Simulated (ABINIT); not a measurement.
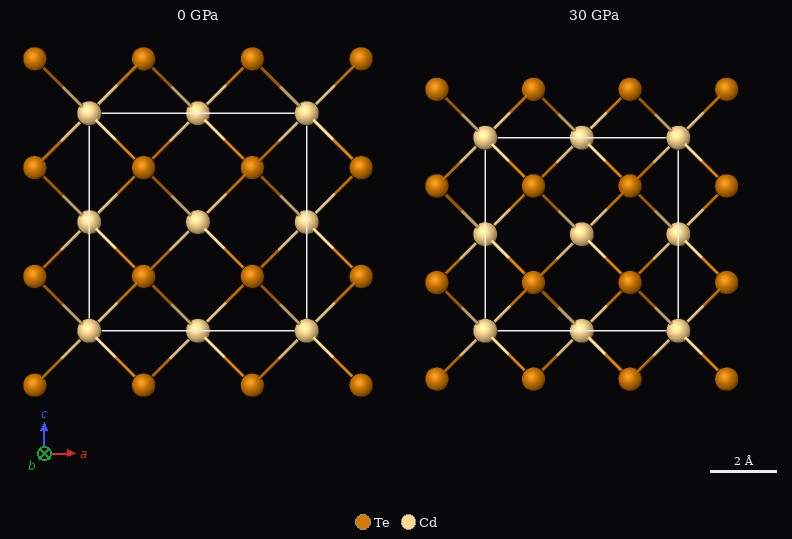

Solid CdTe (set up in F-43m), relaxed (cell and atoms) at several target pressures. The picture shows the first and the last member. Style: ball-and-stick. Shown: the conventional cell (4 times the calculation's cell), along the b axis. Lengths and directions refer to the drawn axes.

Computed with ABINIT 10.8.3: PBE, JTH PAW PBE v2.0. Set-up: plane-wave cutoff 598.7 eV; k-point mesh 7 × 7 × 7; occupations fermi-dirac; smearing width 0.05 eV; no spin polarisation.

| pressure (GPa) | volume (Å³/atom) | a (Å) |
| --- | --- | --- |
| 0 | 36.240 | 6.619 |
| 5 | 32.548 | 6.386 |
| 10 | 30.264 | 6.233 |
| 20 | ? | ? |
| 30 | 25.380 | 5.878 |

Q: One row is withheld. What does the calculation give there?

A: Murnaghan's form V = V₀(1 + B′P/B₀)^(−1/B′), with V₀ = 36.240 Å³ from the row at zero pressure, fits the other rows with B₀ = 37.3 GPa and B′ = 4.08 (largest miss 0.028 Å³). At 20 GPa it gives 36.240 × (1 + 4.08 × 20/37.3)^(−1/4.08) = 27.276 Å³ per atom. The calculation gives 27.300 Å³/atom (a = 6.022 Å). The estimate is 0.024 Å³/atom too low. From the first member to the last: Cd–Te 2.866 → 2.545 Å.

The whole series:

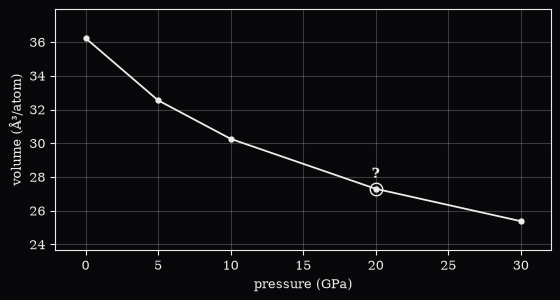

Each member starts from this one structure; whether another phase lies lower wasn't checked.
